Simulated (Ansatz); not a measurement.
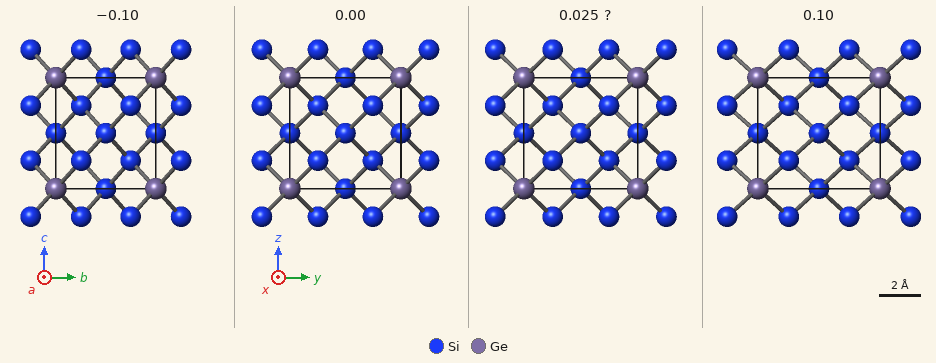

Energy scan for crystalline Si7Ge (P-43m), in which the cell is strained along y alone, with the atoms kept at their fractional coordinates. x, y and z are the Cartesian axes of the input. A ball-and-stick model of the cell of the calculation, seen along the a axis.

The calculation used DFT r2SCAN, scalar-relativistic, plane waves, PAW in Ansatz. Set-up: plane-wave cutoff 500 eV; k-point mesh 6 × 6 × 6; occupations gaussian; smearing width 0.05 eV; no spin polarisation. Energies (free energies at the smearing named) are counted from the relaxed crystal.

| strain | E − E(ref) (meV/atom) |
| --- | --- |
| −0.1000 | 109.5 |
| −0.0750 | 61.2 |
| −0.0500 | 27.0 |
| −0.0250 | 6.7 |
| 0.0000 | 0.0 |
| 0.0250 | ? |
| 0.0500 | 25.0 |
| 0.0750 | 55.2 |
| 0.0875 | 74.4 |
| 0.1000 | 96.3 |

### Estimate the missing energy from the other rows, and compare with the calculation.

A straight line between the two neighbours gives 12.5 meV/atom. A cubic through the four nearest rows (−0.0250, 0.0000, 0.0500, 0.0750) gives, with Lagrange weights, (−0.1667)(6.7) + (0.6667)(0.0) + (0.6667)(25.0) + (−0.1667)(55.2) = 6.3 meV/atom. The calculation gives 6.3 meV/atom, so the cubic is right to the digits shown and the straight line 6.2 meV/atom too high, as the curve bends upwards here.

The whole profile:

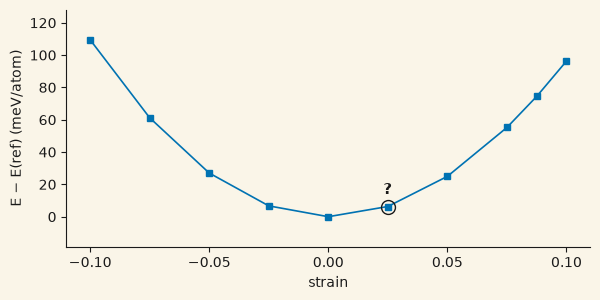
